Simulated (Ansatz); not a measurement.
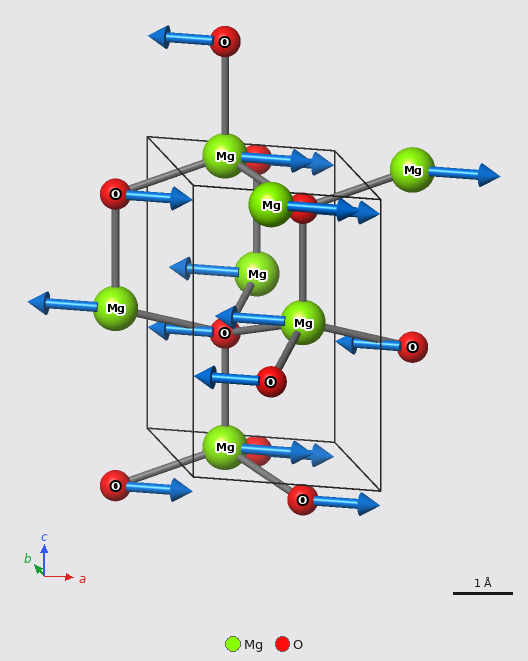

One vibrational mode of a crystal of MgO at the zone centre. Displacements are drawn as blue arrows; their common scale and sign are arbitrary. The picture is a ball-and-stick view of the cell of the calculation, seen slightly off an axis.

All numbers below come from Ansatz, DFT PBE, scalar-relativistic, plane waves, PAW. Settings: plane-wave cutoff 420 eV; k-point mesh 12 × 12 × 6; occupations fixed; no spin polarisation.

Frequencies are those without the non-analytic (LO–TO) term.

Question: Give the symmetry, activity and frequency of this mode.

Answer: This is the E₂ mode (doubly degenerate; one member of the set is drawn) at 5.57 THz, the lowest optical level, Raman-active by symmetry. All motion is along a; atoms of one kind move against one another, with no net shift of any sublattice; it mainly bends the Mg–O bonds; the kinetic energy is shared as Mg 64 %, O 36 %.
